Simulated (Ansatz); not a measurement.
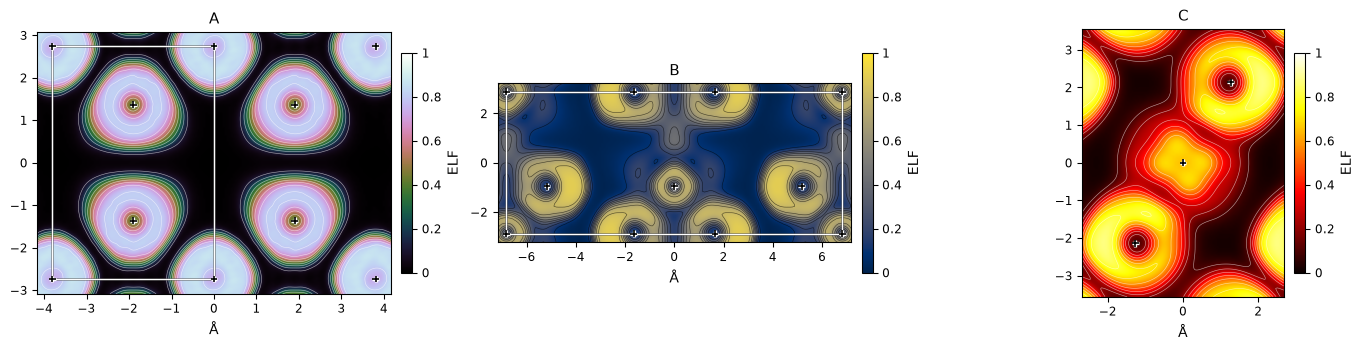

The electron localisation function of 3 systems, each on a plane through atoms (crosses mark nuclei in the plane).

The calculation used DFT, r2SCAN, PAW with Ansatz's default frozen-core files, scalar-relativistic; relaxation of cell and atoms in Ansatz.

System 1: MoSe2, the (110) plane of the conventional cell. Space group P6₃/mmc; computed without spin polarisation.

```xyz
6
Lattice="3.3207 0.0000 0.0000 -1.6603 2.8758 0.0000 0.0000 0.0000 13.6445" Properties=species:S:1:pos:R:3 pbc="T T T"
Mo    0.0000    1.9172    3.4111
Mo    1.6604    0.9586   10.2333
Se    0.0000    1.9172    8.5796
Se    1.6604    0.9586    1.7574
Se    0.0000    1.9172   11.8871
Se    1.6604    0.9586    5.0648
```

System 2: CaF2, the (100) plane of the conventional cell. Space group I4/mmm; changed on purpose from its base cell (in-plane strain -0.01, out-of-plane length and atoms relaxed by PAW).

```xyz
6
Lattice="2.6923 2.6923 0.0000 -2.6923 2.6923 0.0000 0.0000 0.0000 5.4715" Properties=species:S:1:pos:R:3 pbc="T T T"
Ca    0.0000    0.0000    0.0000
Ca    0.0000    2.6923    2.7358
F    -1.3461    1.3461    4.1037
F     1.3461    1.3461    1.3679
F     1.3461    1.3461    4.1037
F    -1.3461    1.3461    1.3679
```

System 3: PtSe2, the (110) plane of the conventional cell. Space group P-3m1; computed pressure about 10 GPa in this cell.

```cif
data_structure
_symmetry_space_group_name_H-M 'P 1'
_symmetry_Int_Tables_number 1
_cell_length_a 3.7070
_cell_length_b 3.7070
_cell_length_c 4.6565
_cell_angle_alpha 90.000
_cell_angle_beta 90.000
_cell_angle_gamma 120.000
_cell_volume 55.42
loop_
_atom_site_label
_atom_site_type_symbol
_atom_site_fract_x
_atom_site_fract_y
_atom_site_fract_z
_atom_site_occupancy
Pt1 Pt 0.00000 0.00000 0.00000 1
Se1 Se 0.33333 0.66667 0.27244 1
Se2 Se 0.66667 0.33333 0.72756 1
```

**Which map belongs to which system?**

Panel A is system 2, CaF2: the plane holds Ca and F. Ca–F (2.34 Å): the ELF is about 0.05 at the midpoint; an ionic contact with no shared pair. Panel B is system 1, MoSe2: the plane holds Mo and Se. Mo–Se (2.53 Å): the ELF is about 0.50 at the midpoint. Panel C is system 3, PtSe2: the plane holds Pt and Se. Pt–Se (2.49 Å): the ELF is about 0.50 at the midpoint.
